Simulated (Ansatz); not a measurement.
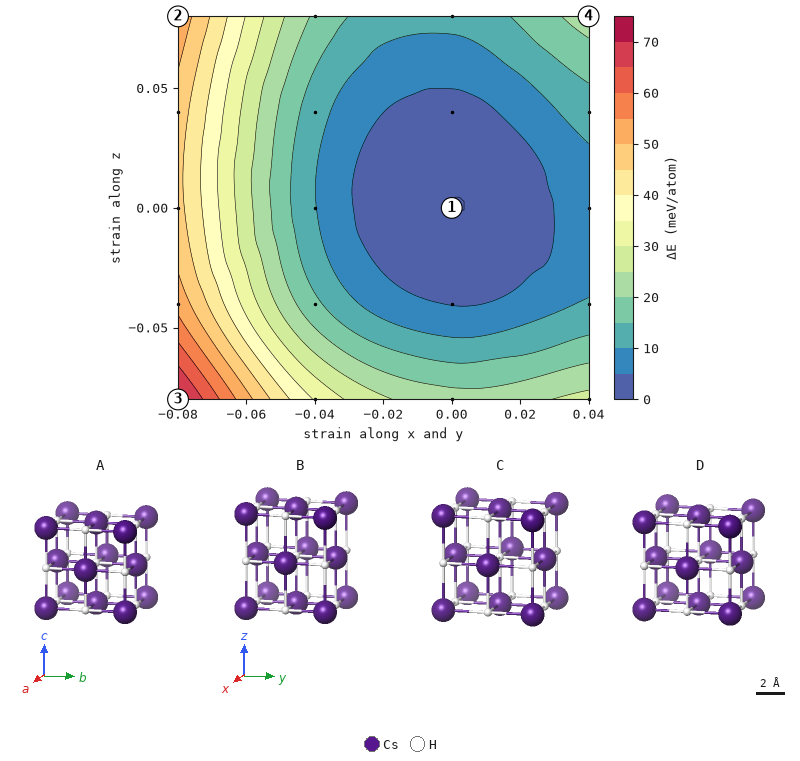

Crystalline CsH (Fm-3m): the cell is strained equally along x and y and separately along z, with the atoms kept at their fractional coordinates. x, y and z are the Cartesian axes of the input. The map is interpolated between the computed points (dots). The frames are shuffled; each belongs to one numbered point. A ball-and-stick model of the conventional cell (4 times the calculation's cell), seen slightly off an axis. Lengths and directions refer to the drawn axes.

Computed with DFT r2SCAN, scalar-relativistic, plane waves, PAW in Ansatz. (plane-wave cutoff 500 eV; k-point mesh 6 × 6 × 6; occupations gaussian; smearing width 0.05 eV; no spin polarisation). Energies (free energies at the smearing named) are counted from the relaxed crystal.

**Which frame belongs to which numbered point?**

Point 1 is frame D, at (0.000, 0.000) and 0.0 meV/atom; 2 is frame B, at (−0.080, 0.080) and 53.6 meV/atom; 3 is frame A, at (−0.080, −0.080) and 72.1 meV/atom; 4 is frame C, at (0.040, 0.080) and 22.2 meV/atom. In pairs of (strain along x and y; strain along z): the lowest computed point lies at (0.000, 0.000) (0.0 meV/atom), the highest at (−0.080, −0.080) (72.1 meV/atom). The valley is tilted: raising the in-plane strain is made harder by raising the strain along z (cross term 0.15 of the geometric mean of the two curvatures). Over the ranges scanned the energy rises by about as much along both axes. The pressure runs from −1.1 GPa at (0.040, 0.080) to 3.9 GPa at (−0.080, −0.080).
